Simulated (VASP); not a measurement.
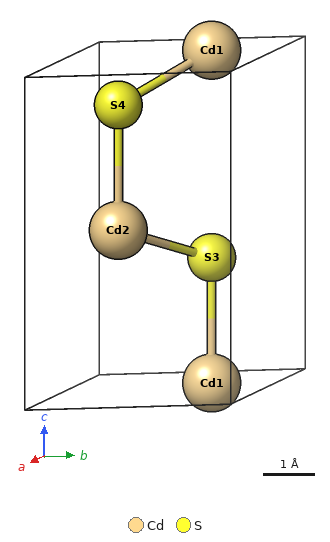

*The input geometry (ball-and-stick view of the cell of the calculation, seen slightly off an axis; atoms are numbered from 1 in the order of the input).*

Near neighbours in the crystal (not all of them lie inside the picture): Cd has 4 S at 2.54 to 2.55 Å; S has 4 Cd at 2.54 to 2.55 Å.

# Band-structure calculation, with input and output: CdS

System: CdS (P6₃mc, 4 atoms in the cell).
Method: DFT, LDA, plane waves, PAW (VASP 6.6.1).

The structure was built on a prototype by a generator. The geometry comes from this level: r2SCAN.

**INCAR**
```
ENCUT = 520.000000
SIGMA = 0.010000
EDIFF = 1.00e-07
GGA = CA
PREC = Accurate
IBRION = -1
ISIF = 2
ISMEAR = 0
NBANDS = 26
NELM = 120
NSW = 0
LASPH = .TRUE.
LCHARG = .FALSE.
LWAVE = .FALSE.
LREAL = .FALSE.
```

**KPOINTS**
```
KPOINTS created by Atomic Simulation Environment
0
Gamma
12 12 4
0 0 0
```

**KPOINTS_OPT**
```
special points
6
Reciprocal
0.0000000000 0.0000000000 0.0000000000 1
0.5000000000 0.0000000000 0.0000000000 1
0.3333333333 0.3333333333 0.0000000000 1
0.0000000000 0.0000000000 0.5000000000 1
0.5000000000 0.0000000000 0.5000000000 1
0.3333333333 0.3333333333 0.5000000000 1
```

**POSCAR**
```
Cd S
 1.0000000000000000
     4.1646012904023975    0.0000000000000000    0.0000000000000000
    -2.0823006452011987    3.6066505141219301   -0.0000000000000000
     0.0000000000000000   -0.0000000000000000    6.7660104564743984
 Cd  S
   2   2
Cartesian
  0.0000000000000000  2.4044336760812866 -0.0065164628796503
  2.0823006452011987  1.2022168380406433  3.3764887653575490
  0.0000000000000000  2.4044336760812866  2.5437703840575496
  2.0823006452011987  1.2022168380406433  5.9267756122947475
```

Command:
```bash
mpirun -np 1 vasp_std
```

**OSZICAR**
```
N       E                     dE             d eps       ncg     rms          rms(c)
DAV:   1     0.246708441506E+03    0.24671E+03   -0.17436E+04  2964   0.127E+03
DAV:   2    -0.170087145287E+01   -0.24841E+03   -0.23915E+03  3210   0.319E+02
DAV:   3    -0.156432740519E+02   -0.13942E+02   -0.13850E+02  3556   0.758E+01
DAV:   4    -0.157905915578E+02   -0.14732E+00   -0.14718E+00  3324   0.747E+00
DAV:   5    -0.157928121236E+02   -0.22206E-02   -0.22204E-02  3558   0.917E-01    0.109E+01
DAV:   6    -0.148098433997E+02    0.98297E+00   -0.17843E+00  3948   0.141E+01    0.849E+00
DAV:   7    -0.147745721296E+02    0.35271E-01   -0.57322E-01  3092   0.416E+00    0.369E+00
DAV:   8    -0.147631140031E+02    0.11458E-01   -0.82458E-02  3090   0.273E+00    0.464E-01
DAV:   9    -0.147613134552E+02    0.18005E-02   -0.13623E-02  3496   0.143E+00    0.125E-01
DAV:  10    -0.147611846720E+02    0.12878E-03   -0.89487E-04  3284   0.307E-01    0.883E-02
DAV:  11    -0.147611969145E+02   -0.12243E-04   -0.97486E-05  3300   0.589E-02    0.922E-02
DAV:  12    -0.147612072042E+02   -0.10290E-04   -0.34507E-05  3188   0.420E-02    0.457E-02
DAV:  13    -0.147612080101E+02   -0.80588E-06   -0.19464E-05  3038   0.487E-02    0.326E-02
DAV:  14    -0.147612073776E+02    0.63248E-06   -0.17917E-06  3394   0.153E-02    0.260E-02
DAV:  15    -0.147612059424E+02    0.14352E-05   -0.30940E-06  3068   0.810E-03    0.741E-03
DAV:  16    -0.147612059068E+02    0.35616E-07   -0.28434E-07  3030   0.300E-03
   1 F= -.14761206E+02 E0= -.14761206E+02  d E =-.122322E-38
       N       E                     dE             ncg
DAV:   1     0.357781146869E+04   -0.45320E+04      312
DAV:   2     0.209969589087E+04   -0.14781E+04      342
DAV:   3     0.201979248251E+04   -0.79903E+02      374
DAV:   4     0.201901395368E+04   -0.77853E+00      358
DAV:   5     0.201900283611E+04   -0.11118E-01      386
DAV:   6     0.201900258487E+04   -0.25124E-03      360
DAV:   7     0.201900257771E+04   -0.71641E-05      378
DAV:   8     0.201900257748E+04   -0.22064E-06      368
DAV:   9     0.201900257748E+04   -0.70795E-08      254
```

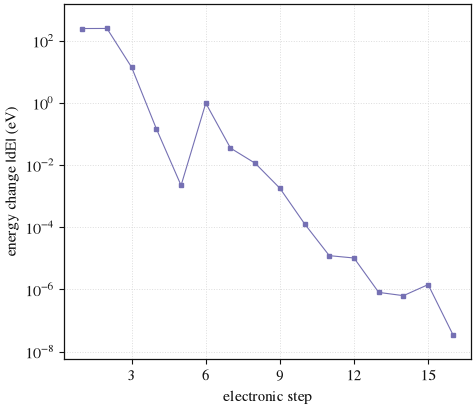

*Convergence of the self-consistent field: energy change |dE| against the electronic step.*

It takes 16 electronic steps. The density is held fixed in the first few steps, and dE rises again when its update begins.

**Parts of OUTCAR**
```
k-points           NKPTS =     57   k-points in BZ     NKDIM =     57   number of bands    NBANDS=     26

   NELECT =      36.0000    total number of electrons

   dimension x,y,z NGX =    32 NGY =   32 NGZ =   50
   dimension x,y,z NGXF=    64 NGYF=   64 NGZF=  100

  energy-cutoff  :      520.00
  volume of cell :      101.63
      direct lattice vectors                 reciprocal lattice vectors
     4.164601290  0.000000000  0.000000000     0.240119025  0.138632784  0.000000000
    -2.082300645  3.606650514  0.000000000     0.000000000  0.277265567  0.000000000
     0.000000000  0.000000000  6.766010456     0.000000000  0.000000000  0.147797584

 k-points in reciprocal lattice and weights: KPOINTS created by Atomic Simulation Env
   0.00000000  0.00000000  0.00000000       0.002
   0.08333333  0.00000000  0.00000000       0.010
   0.16666667  0.00000000  0.00000000       0.010
   0.25000000 -0.00000000  0.00000000       0.010
   0.33333333  0.00000000  0.00000000       0.010
   0.41666667  0.00000000  0.00000000       0.010
   0.50000000 -0.00000000  0.00000000       0.005
   0.08333333  0.08333333  0.00000000       0.010
   0.16666667  0.08333333  0.00000000       0.021
   0.25000000  0.08333333  0.00000000       0.021
   0.33333333  0.08333333  0.00000000       0.021
   0.41666667  0.08333333  0.00000000       0.021
   0.16666667  0.16666667  0.00000000       0.010
   0.25000000  0.16666667  0.00000000       0.021
   0.33333333  0.16666667  0.00000000       0.021
   0.41666667  0.16666667  0.00000000       0.010
   0.25000000  0.25000000  0.00000000       0.010
   0.33333333  0.25000000  0.00000000       0.021
   0.33333333  0.33333333  0.00000000       0.003
   0.00000000  0.00000000  0.25000000       0.003
   0.08333333  0.00000000  0.25000000       0.021
   0.16666667  0.00000000  0.25000000       0.021
   0.25000000 -0.00000000  0.25000000       0.021
   0.33333333  0.00000000  0.25000000       0.021
   0.41666667  0.00000000  0.25000000       0.021
   0.50000000 -0.00000000  0.25000000       0.010
   0.08333333  0.08333333  0.25000000       0.021
   0.16666667  0.08333333  0.25000000       0.042
   0.25000000  0.08333333  0.25000000       0.042
   0.33333333  0.08333333  0.25000000       0.042
   0.41666667  0.08333333  0.25000000       0.042
   0.16666667  0.16666667  0.25000000       0.021
   0.25000000  0.16666667  0.25000000       0.042
   0.33333333  0.16666667  0.25000000       0.042
   0.41666667  0.16666667  0.25000000       0.021
   0.25000000  0.25000000  0.25000000       0.021
   0.33333333  0.25000000  0.25000000       0.042
   0.33333333  0.33333333  0.25000000       0.007
   0.00000000  0.00000000  0.50000000       0.002
   0.08333333  0.00000000  0.50000000       0.010
   0.16666667  0.00000000  0.50000000       0.010
   0.25000000 -0.00000000  0.50000000       0.010
   0.33333333  0.00000000  0.50000000       0.010
   0.41666667  0.00000000  0.50000000       0.010
   0.50000000 -0.00000000  0.50000000       0.005
   0.08333333  0.08333333  0.50000000       0.010
   0.16666667  0.08333333  0.50000000       0.021
   0.25000000  0.08333333  0.50000000       0.021
   0.33333333  0.08333333  0.50000000       0.021
   0.41666667  0.08333333  0.50000000       0.021
   0.16666667  0.16666667  0.50000000       0.010
   0.25000000  0.16666667  0.50000000       0.021
   0.33333333  0.16666667  0.50000000       0.021
   0.41666667  0.16666667  0.50000000       0.010
   0.25000000  0.25000000  0.50000000       0.010
   0.33333333  0.25000000  0.50000000       0.021
   0.33333333  0.33333333  0.50000000       0.003

 E-fermi :   1.0069

 k-point     1 :       0.0000    0.0000    0.0000
  band No.  band energies     occupation
      1     -11.2945      2.00000
      2     -10.8668      2.00000
      3      -6.7508      2.00000
      4      -6.7452      2.00000
      5      -6.7452      2.00000
      6      -6.6658      2.00000
      7      -6.6658      2.00000
      8      -6.3506      2.00000
      9      -6.3506      2.00000
     10      -6.2616      2.00000
     11      -6.2616      2.00000
     12      -5.9297      2.00000
     13      -3.4319      2.00000
     14       0.1712      2.00000
     15       0.1712      2.00000
     16       0.8791      2.00000
     17       0.9182      2.00000
     18       0.9182      2.00000
     19       1.8335      0.00000
     20       3.4503      0.00000
     21       7.2061      0.00000
     22       7.2061      0.00000
     23       7.5321      0.00000
     24       8.3099      0.00000
     25       8.3226      0.00000
     26       8.3226      0.00000

 k-point     2 :       0.0833    0.0000    0.0000
  band No.  band energies     occupation
      1     -11.2697      2.00000
      2     -10.8558      2.00000
      3      -6.7452      2.00000
      4      -6.7351      2.00000
      5      -6.7256      2.00000
      6      -6.6551      2.00000
      7      -6.6520      2.00000
      8      -6.3560      2.00000
      9      -6.3509      2.00000
     10      -6.2728      2.00000
     11      -6.2594      2.00000
     12      -5.9125      2.00000
     13      -3.3838      2.00000
     14      -0.1370      2.00000
     15       0.0826      2.00000
     16       0.4164      2.00000
     17       0.8305      2.00000
     18       0.8686      2.00000
     19       2.3212      0.00000
     20       3.7491      0.00000
     21       6.9362      0.00000
     22       7.3166      0.00000
     23       7.6447      0.00000
     24       8.1026      0.00000
     25       8.2686      0.00000
     26       8.4724      0.00000

 k-point     3 :       0.1667    0.0000    0.0000
  band No.  band energies     occupation
      1     -11.2005      2.00000
      2     -10.8266      2.00000
      3      -6.7215      2.00000
      4      -6.7091      2.00000
      5      -6.6753      2.00000
      6      -6.6203      2.00000
      7      -6.6141      2.00000
      8      -6.3707      2.00000
      9      -6.3489      2.00000
     10      -6.2971      2.00000
     11      -6.2537      2.00000
     12      -5.8683      2.00000
     13      -3.2515      2.00000
     14      -0.8161      2.00000
     15      -0.3380      2.00000
     16      -0.1437      2.00000
     17       0.6799      2.00000
     18       0.7309      2.00000
     19       3.0334      0.00000
     20       4.3349      0.00000
     21       6.4750      0.00000
     22       7.5364      0.00000
     23       7.5758      0.00000
     24       8.0414      0.00000
     25       8.2170      0.00000
     26       8.8862      0.00000

 k-point     4 :       0.2500   -0.0000    0.0000
  band No.  band energies     occupation
      1     -11.1023      2.00000
      2     -10.7900      2.00000
      3      -6.6924      2.00000
      4      -6.6782      2.00000
      5      -6.5998      2.00000
      6      -6.5619      2.00000
      7      -6.5493      2.00000
      8      -6.3887      2.00000
      9      -6.3381      2.00000
     10      -6.3166      2.00000
     11      -6.2459      2.00000
     12      -5.8102      2.00000
     13      -3.0846      2.00000
     14      -1.5265      2.00000
     15      -1.0645      2.00000
     16      -0.4261      2.00000
     17       0.4301      2.00000
     18       0.5421      2.00000
     19       3.6637      0.00000
     20       4.6976      0.00000
     21       6.2178      0.00000
     22       7.1202      0.00000
     23       7.7918      0.00000
     24       8.1298      0.00000
     25       8.6942      0.00000
     26       9.2286      0.00000

 k-point     5 :       0.3333    0.0000    0.0000
  band No.  band energies     occupation
      1     -10.9976      2.00000
      2     -10.7595      2.00000
      3      -6.6697      2.00000
      4      -6.6542      2.00000
      5      -6.5363      2.00000
      6      -6.5105      2.00000
      7      -6.4454      2.00000
      8      -6.3981      2.00000
      9      -6.3164      2.00000
     10      -6.2905      2.00000
     11      -6.2369      2.00000
     12      -5.7597      2.00000
     13      -3.0214      2.00000
     14      -2.0503      2.00000
     15      -1.6290      2.00000
     16      -0.6870      2.00000
     17       0.1060      2.00000
     18       0.3558      2.00000
     19       4.1134      0.00000
     20       4.6969      0.00000
     21       6.0890      0.00000
     22       6.9074      0.00000
     23       7.8430      0.00000
     24       8.4797      0.00000
     25       9.0397      0.00000
     26       9.4983      0.00000

 [... the levels of 51 k-points are left out ...]

 k-point    57 :       0.3333    0.3333    0.5000
  band No.  band energies     occupation
      1     -10.7683      2.00000
      2     -10.7683      2.00000
      3      -6.5712      2.00000
      4      -6.5712      2.00000
      5      -6.5551      2.00000
      6      -6.5551      2.00000
      7      -6.3433      2.00000
      8      -6.3433      2.00000
      9      -6.3358      2.00000
     10      -6.3358      2.00000
     11      -5.7800      2.00000
     12      -5.7800      2.00000
     13      -3.1040      2.00000
     14      -3.1040      2.00000
     15      -1.5007      2.00000
     16      -1.5007      2.00000
     17      -0.1760      2.00000
     18      -0.1760      2.00000
     19       5.0869      0.00000
     20       5.0869      0.00000
     21       6.8121      0.00000
     22       6.8121      0.00000
     23       7.1856      0.00000
     24       7.1856      0.00000
     25      10.0550      0.00000
     26      10.0550      0.00000

  Total       -2.1082788     -2.1082788     -2.0359142      0.0000000      0.0000000      0.0000000
  in kB      -33.2375084    -33.2375084    -32.0966636      0.0000000      0.0000000      0.0000000
  external PRESSURE =     -32.8572268 kB  Pullay stress =       0.0000000 kB

 POSITION                                       TOTAL-FORCE (eV/Angst)
 -----------------------------------------------------------------------------------
      0.00000      2.40443      6.75949         0.000000     -0.000000      0.001417
      2.08230      1.20222      3.37649         0.000000     -0.000000      0.001417
      0.00000      2.40443      2.54377         0.000000     -0.000000     -0.001417
      2.08230      1.20222      5.92678        -0.000000      0.000000     -0.001417
 -----------------------------------------------------------------------------------
    total drift:                               -0.000000     -0.000000     -0.001002

  FREE ENERGIE OF THE ION-ELECTRON SYSTEM (eV)
  ---------------------------------------------------
  free  energy   TOTEN  =       -14.7612059068 eV

  energy  without entropy=      -14.7612059068  energy(sigma->0) =      -14.76120591
```

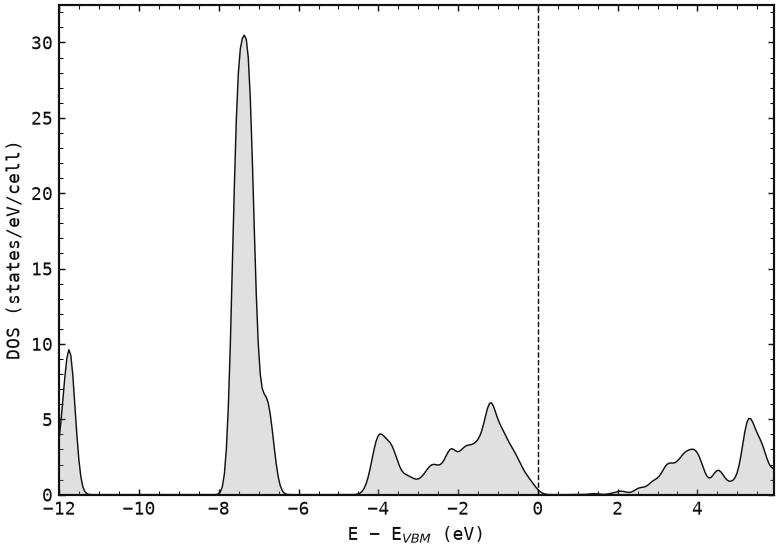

*Density of states (the curve is built from the levels of the k mesh with Gaussians 0.3 eV wide, which also blur the band edges), with energies from the valence-band top.*

There is a gap of 0.92 eV on the k-point mesh. Small ripples come from the finite k-point mesh.

**Summary**

| quantity | value |
| --- | --- |
| outcome | converged |
| space group (tolerance 0.01 Å) | P6₃mc (186) |
| electrons treated | 36 |
| free energy | −14.7612 eV |
| Fermi energy | 1.007 eV |
| band gap | 0.92 eV |
| pressure | −3.29 GPa |
| largest force (length of the vector) | 0.001 eV/Å |
| hardware | 1 CPU thread, shared host |
| wall time | 51 s |
| peak memory | 0.33 GiB |
